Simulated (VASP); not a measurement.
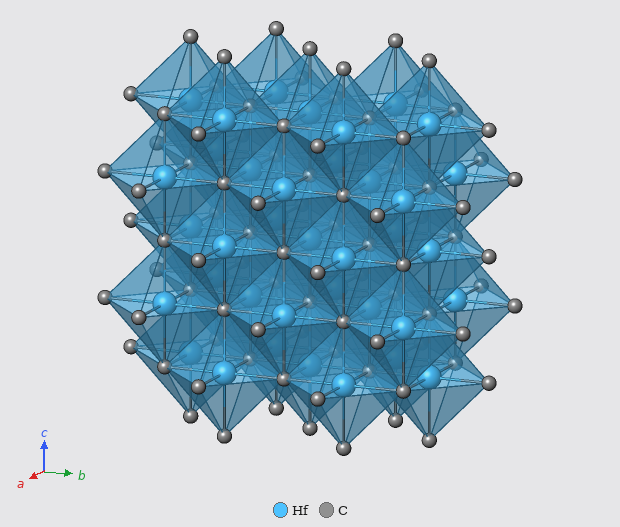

Polyhedra are drawn about Hf (bonds: C–Hf below 2.6 Å); other atoms are plain spheres.

HfC (space group Fm-3m, No. 225): the end point of a relaxation with VASP Kohn-Sham DFT of a periodic cell, PBE with TS, VASP PAW PBE potentials, recommended (VASP).

Q: What figure surrounds each Hf atom, and what does it share with the other drawn polyhedra?

A: Hf: HfC6 octahedron, sharing corners with six neighbours and edges with twelve neighbours.

Q: How do these polyhedra hang together as a whole?

A: They form a three-dimensional framework of corner- and edge-sharing octahedra.

Q: How far apart are the centres of linked polyhedra?

A: Centre to centre across a shared corner: 4.58 Å; across a shared edge: 3.24 Å.
